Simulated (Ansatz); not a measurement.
Single-point calculation of Ti

Ti (slab, 6 atoms in the cell), computed with DFT PBE, scalar-relativistic, plane waves, PAW, no spin polarisation (Ansatz 0.2.0).

The structure derives from an entry of the Crystallography Open Database. It belongs to a series of runs on one base structure; here: (1 0 0) slab cut from the bulk. Figures and captions count atoms from 1; the log counts them from 0 in places.

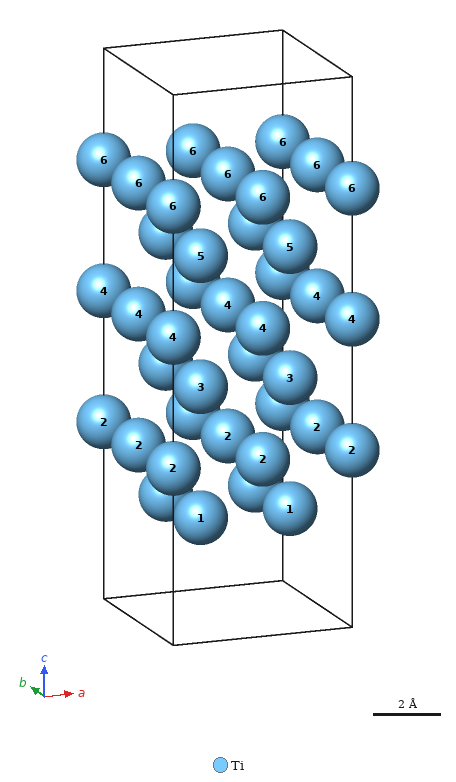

The structure as given in the input (spheres-only view of the 2 × 2 repeat of the cell, with the vacuum cut short, seen slightly off an axis; atoms are numbered from 1 in the order of the input). An atom can appear more than once, as a periodic image.

**Input file**
```yaml
crystal:
  lattice:
    - [2.9076478655, 0.0, 0.0]
    - [0.0, 2.9076478655, 0.0]
    - [0.0, 0.0, 25.2800876149]
  atoms:
    - { symbol: Ti, position: [0.5, 0.5, 0.296676187] }
    - { symbol: Ti, position: [0.0, 0.0, 0.3780057122] }
    - { symbol: Ti, position: [0.5, 0.5, 0.4593352374] }
    - { symbol: Ti, position: [0.0, 0.0, 0.5406647626] }
    - { symbol: Ti, position: [0.5, 0.5, 0.6219942878] }
    - { symbol: Ti, position: [0.0, 0.0, 0.703323813] }
basis:
  ecutwfc: 420
kpoints:
  mp_grid: { grid: [12, 12, 1] }
hamiltonian:
  xc: pbe
scf:
  occupations: { method: gaussian, width: 0.1 }
output:
  forces: true
  stress: true
  eigenvalues: true
  write_density: true
  write_potential: true
  elf: true
  volumetric_format: npy
efield:
  axis: 3
  dipole_correction: true
  ramp_width: 0.04
```

Run as:
```bash
ansatz run input.yaml --threads 1 --pin off --max-ram 2560MiB --backend cpu --events-out ev --progress --plain --runs-dir out
```

**Log**
```
Engine: ansatz 0.2.0, x86_64-unknown-linux-gnu
Pseudopotentials: kind: paw
Pseudopotential: Ti, paw, valence charge 12, recommended cutoff 420 eV (normal), Ti.paw.azcp
Functional definition: PBE
  parameter kappa = 0.804
  parameter beta = 0.06672455060314922
  exchange = pbe_x(kappa = kappa, mu = beta*pi^2/3)
  correlation = pbe_c(beta = beta)
Crystal: 6 atoms, lattice volume = 213.728 Å³
Basis set: ecut = 420 eV, 4145 PW (Γ), exchange–correlation on 40×40×360 points (8 copies of the dense FFT grid, shifted against one another)
Bands: 44, of which v1, the nominal top of the filled ones, is band 36 counted from 1 (35 counted from 0)
Symmetry: 8 space group operations
k-points: 28 of 144
Non-local potential: Ti, projectors of the file, l = 0: 3, l = 1: 2, l = 2: 3, l = 3: 1
PAW form: soft (Blöchl's): semilocal exchange-correlation on the pseudo side does not see the compensation charge
PAW one-centre angular grid: Ti, 590 points (default); XC on 64 Gauss nodes
Initial density: superposition of atomic densities (neutral atoms: chi_scale 0, normalization atom), corrected by the library's trained network
Initial wavefunctions: pseudopotential atomic-orbital guess
Functional: x = pbe(κ = 0.804, μ = 0.2195149727645171), c = pbe(β = 0.06672455060314922)
SCF iter   1: F=—  HF=-14995.840709 eV  |F-HF|=—  |Δ(HF+E_count)|=         —  Δρ=4.11e-3  dr2=2.01e-1  ethr=1.77e-3  p=0.000 e·Å  D=1.25e-13 V/Å  ΔV_dip=-0.00 eV  dr2_dipole=2.54e-6  V_vac-E_F(+/−)=3.72/3.72 eV  ⟨swp⟩=8.7  Hψ=5568  notcnv=0
efield: sawtooth ramp at fractional position 0.9800 (placed from the atoms, in the widest stretch of the axis that holds none; the zero of the levels goes with the place), width 0.0400; the density the first Hamiltonian is built on has a dipole p = 0.000 e·Å; the dipole correction subtracts the counter field D = 1.25e-13 V/Å, which shifts the + side's vacuum level by -0.00 eV against the − side's; the planar-averaged density in the ramp window peaks in size at 1.1e-4 e/Å³
preconditioner: auto → LDOS  [metal: Δε(μ)=0.005 eV  Ē_g=2.241 eV  σ=0.100 eV  W_gap=0.03  n_scr=38 (ndim 8)  ℏωp=12.4 eV  f_vac=0.443  D(μ)=15.78/eV (n_scr^D=188)  β→1.0]
SCF iter   2: F=—  HF=-14995.833254 eV  |F-HF|=—  |Δ(HF+E_count)|=   7.45e-3  Δρ=1.53e-3  dr2=1.95e-2  ethr=2.79e-4  p=-0.000 e·Å  D=-3.17e-7 V/Å  ΔV_dip=0.00 eV  dr2_dipole=1.63e-6  V_vac-E_F(+/−)=3.91/3.91 eV  ⟨swp⟩=2.0  Hψ=1808  notcnv=0  defer=11
SCF iter   3: F=—  HF=-14995.837060 eV  |F-HF|=—  |Δ(HF+E_count)|=   3.81e-3  Δρ=7.60e-4  dr2=5.53e-3  ethr=2.71e-5  p=0.000 e·Å  D=3.59e-6 V/Å  ΔV_dip=-0.00 eV  dr2_dipole=1.54e-7  V_vac-E_F(+/−)=3.95/3.95 eV  ⟨swp⟩=2.2  Hψ=1574  notcnv=0  defer=11
SCF iter   4: F=—  HF=-14995.836224 eV  |F-HF|=—  |Δ(HF+E_count)|=   8.36e-4  Δρ=2.77e-4  dr2=7.61e-4  ethr=7.69e-6  p=0.000 e·Å  D=2.20e-6 V/Å  ΔV_dip=-0.00 eV  dr2_dipole=6.71e-9  V_vac-E_F(+/−)=3.98/3.98 eV  ⟨swp⟩=2.0  Hψ=1454  notcnv=0  defer=11
SCF iter   5: F=—  HF=-14995.836460 eV  |F-HF|=—  |Δ(HF+E_count)|=   2.36e-4  Δρ=1.76e-4  dr2=2.96e-4  ethr=1.06e-6  p=0.000 e·Å  D=1.89e-6 V/Å  ΔV_dip=-0.00 eV  dr2_dipole=7.22e-9  V_vac-E_F(+/−)=4.00/4.00 eV  ⟨swp⟩=2.0  Hψ=1443  notcnv=0  defer=11
SCF iter   6: F=—  HF=-14995.836506 eV  |F-HF|=—  |Δ(HF+E_count)|=   4.62e-5  Δρ=8.88e-5  dr2=5.77e-5  ethr=4.12e-7  p=0.000 e·Å  D=1.36e-6 V/Å  ΔV_dip=-0.00 eV  dr2_dipole=8.21e-9  V_vac-E_F(+/−)=4.00/4.00 eV  ⟨swp⟩=1.5  Hψ=1226  notcnv=0  defer=11
SCF iter   7: F=—  HF=-14995.836499 eV  |F-HF|=—  |Δ(HF+E_count)|=   6.91e-6  Δρ=4.30e-5  dr2=9.77e-6  ethr=8.01e-8  p=0.000 e·Å  D=5.69e-7 V/Å  ΔV_dip=-0.00 eV  dr2_dipole=3.19e-10  V_vac-E_F(+/−)=4.01/4.01 eV  ⟨swp⟩=2.4  Hψ=1609  notcnv=0  defer=4
SCF iter   8: F=—  HF=-14995.836501 eV  |F-HF|=—  |Δ(HF+E_count)|=   1.96e-6  Δρ=1.08e-5  dr2=8.13e-7  ethr=1.36e-8  p=0.000 e·Å  D=3.85e-7 V/Å  ΔV_dip=-0.00 eV  dr2_dipole=2.06e-10  V_vac-E_F(+/−)=4.01/4.01 eV  ⟨swp⟩=2.6  Hψ=1573  notcnv=0  defer=4
SCF iter   9: F=—  HF=-14995.836501 eV  |F-HF|=—  |Δ(HF+E_count)|=   4.93e-7  Δρ=5.26e-6  dr2=1.14e-7  ethr=1.13e-9  p=0.000 e·Å  D=2.23e-7 V/Å  ΔV_dip=-0.00 eV  dr2_dipole=3.13e-11  V_vac-E_F(+/−)=4.01/4.01 eV  ⟨swp⟩=2.1  Hψ=1525  notcnv=0  defer=4
SCF iter  10: F=-14995.836502 eV  HF=-14995.836502 eV  |F-HF|=1.59e-8  |Δ(HF+E_count)|=   1.30e-7  Δρ=1.80e-6  dr2=5.64e-9  ethr=1.39e-10  p=0.000 e·Å  D=1.41e-7 V/Å  ΔV_dip=-0.00 eV  dr2_dipole=2.63e-12  V_vac-E_F(+/−)=4.01/4.01 eV  ⟨swp⟩=17.5  Hψ=8630  notcnv=0
SCF 1 converged in 10 iterations: F = -14995.836502 eV  dr2 = 5.64e-9
  greatest PAW one-centre occupation: 0.999 electrons in one spin orbital (limit 2), on the Ti atom at site 1 (counted from 0), in its partial waves of l = 0
```

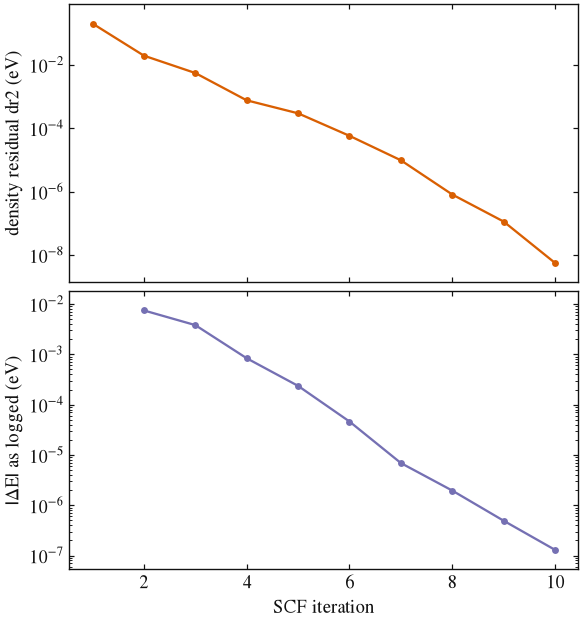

Convergence of the self-consistent field: density residual dr2 and size of the energy change against the SCF iteration. The residual falls at every step.

```
WARN: The output density's exchange-correlation potential varies sharply where the density is thin. Do not read a vacuum level from v_tot or v_xc, or from such a field of the output density. On a cell that repeats whose density bears no net charge and no dipole along the vacuum's axis use v_es (v_loc + v_h of the components); under efield.dipole_correction with no amplitude use v_es + v_field, which holds any external_charges[].barrier, or the levels of the report's work_function block, which leave it out; under a non-zero efield.amplitude the vacuum is tilted and has no level; on a cell that repeats and bears such a dipole with no correction it is tilted too, and efield.dipole_correction with no amplitude gives each side of its ramp a level where efield: is served; in a cell that repeats whose density bears a net charge (total_charge, or a fill off its count) it is curved and has none; of a slab under crystal.periodic whose density bears no net charge use v_es, which has a level on each side, short of where the two are joined; of another it falls or rises all the way out and has none; of a slab beside external_charges read slab_vacuum_level instead, which it has where they leave it neutral. The grid or the basis barely resolves most such structure, and the values can differ between equally converged runs; as a rule a tighter scf.convergence.dr2_threshold does not remove it. Where the density itself ripples (under the LDA too) a higher basis.ecutwfc lessens it. The files hold the spikes' plane waves up to the density's cutoff. Files: v_tot_of_output_density and the like, and their columns of v_z.tsv (output.write_potential); v_xc_of_output_density and the like, and their columns of v_comp_z.tsv (output.write_potential_components). Measured: with its Gaussian average of σ = 0.25 Å subtracted twice, the exchange-correlation potential is over 0.1 eV at 1142 of the grid points where the equally averaged density (valence and model cores) is under 1e-3 e/Å³, and 0.546 eV at the most among them, at an averaged density of 3.1e-7 e/Å³. The input density's (outcome.potential() and, of a run that writes arrays, v_tot and v_xc) is over 0.1 eV, so measured, at 44 points of its own thin density, 0.151 eV at the most. See output.write_potential in the manual, Limitations
SCF converged after 10 iterations
Free energy (F): -14995.836502 eV
Harris-Foulkes:  -14995.836502 eV  (|F-HF|=1.59e-8)
Internal energy: -14995.755377 eV  (E = F + TS)
E sigma→0 (E₀):  -14995.795939 eV
Entropy (-TS):   -0.081125 eV (-13.521 meV/atom)
Fermi energy:    4.556565 eV
Dipole field:    D = 0.000002 V/Å  (p = 0.000003 e·Å, saw-weighted, corrected)
Work function:   Φ+ = 4.0145 eV   Φ− = 4.0146 eV
Levels:          The Fermi level and band energies are counted from a zero that moves with the ramp; work functions are not
--- Per-component energies (eV) ---
  E_band       = -1571.711085
  E_kinetic    = 1629.009766
  E_local      = -67206.551510  (includes V_loc(G=0)·N_el)
  E_nonlocal   = 50.992066
  E_hartree    = 32853.816886
  E_xc         = -581.087295
  E_vxc        = -726.582584  (∫ρ·V_xc dr)
  E_paw        = -6286.081481  (= ΣΔE_a)
  E_vpaw       = -1026.218583  (= ΣTr[D̂ρ^β])
  E_aug_tail   = 0.000652  (compensation charges beyond the density's cutoff)
  E_efield     = 0.000000  (sawtooth field / dipole correction)
  E_vefield    = 0.000000  (∫n·V_field dr)
  E_ewald      = 24544.145539
  E_smearing   = -0.081125  (= −TS)
  E_closure    = 0.000000  (closes the sum)
  Σ components = -14995.836502   (vs F -14995.836502, Δ=0.00e0)
--- Forces (eV/Å), atoms counted from 1 ---
  atom   1  Ti     0.00000000     0.00000000     0.64568425
  atom   2  Ti     0.00000000     0.00000000    -0.72463556
  atom   3  Ti     0.00000000     0.00000000    -0.02986005
  atom   4  Ti    -0.00000000     0.00000000     0.02986030
  atom   5  Ti     0.00000000     0.00000000     0.72463403
  atom   6  Ti    -0.00000000     0.00000000    -0.64568435
  max |Σ_I F_I| component: 1.38e-6 eV/Å
--- Stress (GPa, compression-positive) ---
       -2.382174       0.000000       0.000000
        0.000000      -2.382174       0.000000
        0.000000       0.000000      -1.579040
  P = ⅓ Tr σ = -2.1145 GPa (-21.145 kbar)
--- Band table (eV; the first three rows and the last of 28) ---
  k-point 0: bands = ["-52.3197", "-52.3197", "-52.0931", "-52.0627", "-52.0108", "-51.9599", "-28.7283", "-28.7229", "-28.5228", "-28.3597", "-28.3597", "-28.3593", "-28.3593", "-28.3445", "-28.1919", "-28.1919", "-28.1594", "-28.1478", "-28.1478", "-28.0754", "-28.0754", "-28.0313", "-28.0022", "-28.0022", "-1.2618", "-0.5914", "0.3381", "1.2821", "1.8970", "2.0202", "2.9542", "3.2373", "3.6875", "4.2405", "4.5518", "4.5562", "4.8133", "5.2702", "5.5311", "5.5311", "5.8043", "5.8043", "5.9270", "6.0294"]
  k-point 1: bands = ["-52.3166", "-52.3166", "-52.0884", "-52.0595", "-52.0091", "-51.9594", "-28.7228", "-28.7191", "-28.5230", "-28.4014", "-28.3818", "-28.3566", "-28.3563", "-28.3377", "-28.2095", "-28.1988", "-28.1873", "-28.1454", "-28.1357", "-28.0999", "-28.0749", "-28.0263", "-28.0196", "-28.0034", "-1.1153", "-0.4527", "0.4673", "1.4038", "2.0153", "2.1322", "3.0241", "3.2982", "3.7343", "4.2666", "4.5630", "4.5696", "4.8293", "5.2981", "5.4729", "5.5701", "5.6938", "5.7781", "5.8095", "5.8786"]
  k-point 2: bands = ["-52.3081", "-52.3081", "-52.0751", "-52.0505", "-52.0043", "-51.9584", "-28.7100", "-28.7098", "-28.5314", "-28.4780", "-28.4371", "-28.3654", "-28.3481", "-28.3479", "-28.2600", "-28.2569", "-28.1741", "-28.1656", "-28.1387", "-28.1353", "-28.0736", "-28.0481", "-28.0314", "-28.0072", "-0.6915", "-0.0566", "0.8262", "1.7283", "2.3297", "2.4417", "3.2074", "3.4616", "3.8658", "4.3155", "4.5535", "4.5656", "4.8385", "5.3351", "5.3358", "5.4282", "5.5245", "5.6755", "5.7372", "5.8070"]
  k-point 27: bands = ["-52.2339", "-52.2339", "-51.9678", "-51.9678", "-51.9386", "-51.9386", "-28.6950", "-28.6950", "-28.6912", "-28.6912", "-28.5896", "-28.5896", "-28.5487", "-28.5487", "-28.4604", "-28.4604", "-28.3521", "-28.3521", "-28.2497", "-28.2497", "-28.2280", "-28.2280", "-28.2044", "-28.2044", "2.1648", "2.1648", "2.5936", "2.5936", "2.9787", "2.9787", "3.0359", "3.0359", "3.3495", "3.3495", "3.9442", "3.9442", "4.7593", "4.7593", "5.8306", "5.8306", "6.5805", "6.5805", "7.2461", "7.2461"]
```

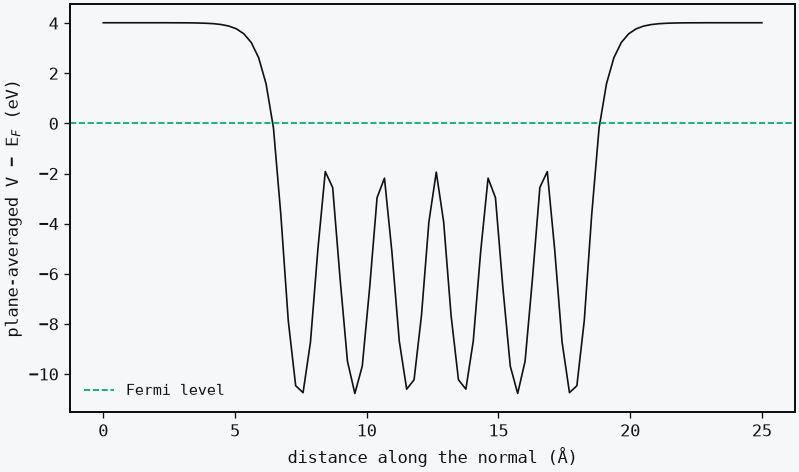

Plane average of the electrostatic potential energy of an electron across the cell, from the Fermi level. The vacuum level lies 4.01 eV above the Fermi level.

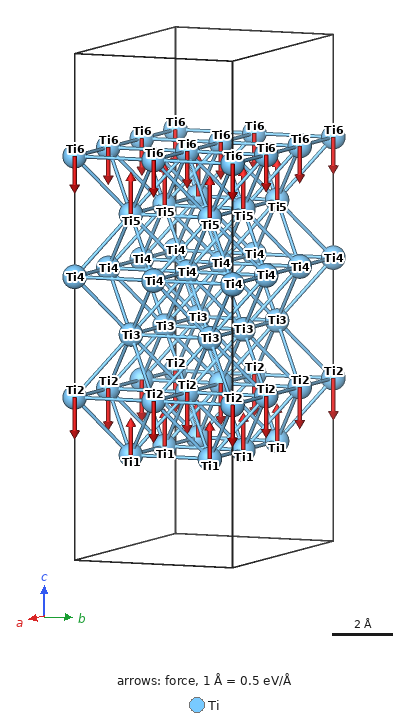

Forces on the atoms as red arrows (ball-and-stick view of the 3 × 2 repeat of the cell, with the vacuum cut short, seen slightly off an axis; atoms are numbered from 1 in the order of the input); the smallest are left out. The largest act on Ti2, Ti5 (0.72 eV/Å); Ti1, Ti6 (0.65 eV/Å). The geometry is not a stationary point of this energy.

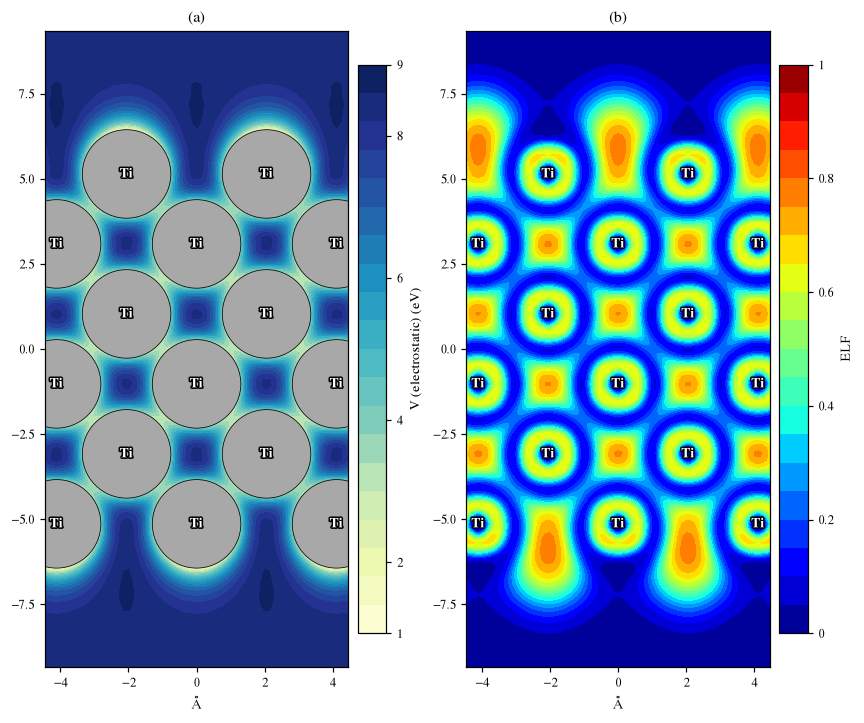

(a) electrostatic potential (local pseudopotential plus Hartree) felt by an electron; (b) ELF on the (11̄0) plane of the calculation cell, a cut from vacuum to vacuum. Grey discs, where drawn, cover atomic cores. Ti–Ti (2.91 Å): the ELF is about 0.25 at the midpoint; no shared electron pair. The strong features right at Ti lie inside the PAW spheres (semicore, d or f shells) and say nothing about bonding. Core electrons are frozen (PAW), so the fields are smoothed inside the atomic spheres.

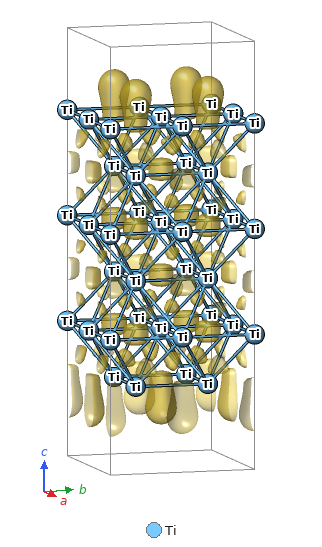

Isosurface of the ELF at 0.6 (yellow), seen slightly off an axis. Only the valence region is drawn (cores and ρ < 0.01 e/Å³ removed). Sticks mark near contacts. Profiles from the grid: Ti–Ti (2.91 Å): the ELF is about 0.25 at the midpoint; no localised pair between them.

**Summary**

```json
{"quantity": "outcome", "value": "converged"}
{"quantity": "electrons treated", "value": "72"}
{"quantity": "free energy", "value": "−14995.8365 eV"}
{"quantity": "work function, top face", "value": "4.01 eV"}
{"quantity": "work function, bottom face", "value": "4.01 eV"}
{"quantity": "Fermi energy", "value": "4.557 eV"}
{"quantity": "gap on the k-point mesh", "value": "none (metallic)"}
{"quantity": "work function (upper face)", "value": "4.01 eV"}
{"quantity": "largest force (length of the vector)", "value": "0.725 eV/Å"}
{"quantity": "hardware", "value": "1 thread of AMD EPYC (Zen 3), 32 GiB of memory available, shared host"}
{"quantity": "wall time", "value": "47 s"}
{"quantity": "peak memory", "value": "0.54 GiB"}
```

The program warns: the exchange-correlation potential is rough where the density is thin.
